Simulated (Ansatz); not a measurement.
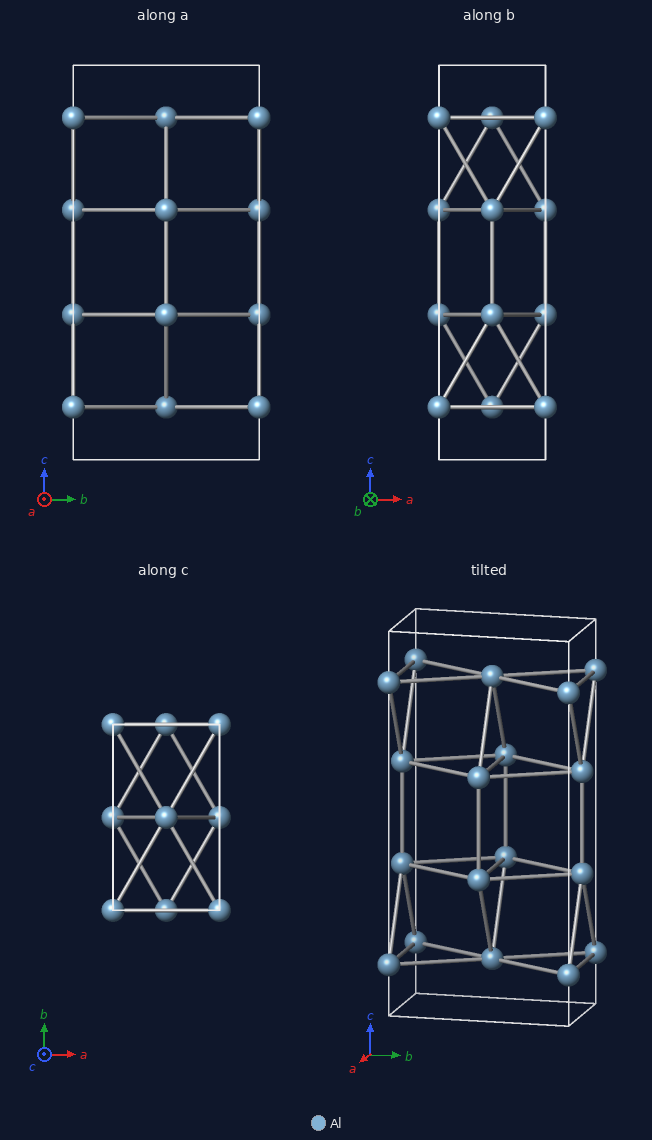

A ball-and-stick picture of a crystal structure, seen along the a axis, along the b axis, along the c axis and slightly off an axis. The wireframe shows the conventional unit cell.

Lattice parameters: a = 2.7845 Å, b = 4.8567 Å, c = 10.2979 Å, α = 90.000°, β = 90.000°, γ = 90.000°.

> Express the structure as a CIF with its space group and independent sites, with free fractional coordinates to two decimals.

```cif
data_structure
_symmetry_space_group_name_H-M 'F m m m'
_symmetry_Int_Tables_number 69
_cell_length_a 2.7845
_cell_length_b 4.8567
_cell_length_c 10.2979
_cell_angle_alpha 90.000
_cell_angle_beta 90.000
_cell_angle_gamma 90.000
_cell_volume 139.27
loop_
_atom_site_label
_atom_site_type_symbol
_atom_site_symmetry_multiplicity
_atom_site_Wyckoff_symbol
_atom_site_fract_x
_atom_site_fract_y
_atom_site_fract_z
_atom_site_occupancy
Al1 Al 8 i 0.00 0.00 0.87 1
```

The model was built from a structure type filled with this element by a generator (whether the element takes this form wasn't checked). The picture shows the end point of a geometry optimisation with Ansatz, DFT r2SCAN, scalar-relativistic, plane waves, PAW.
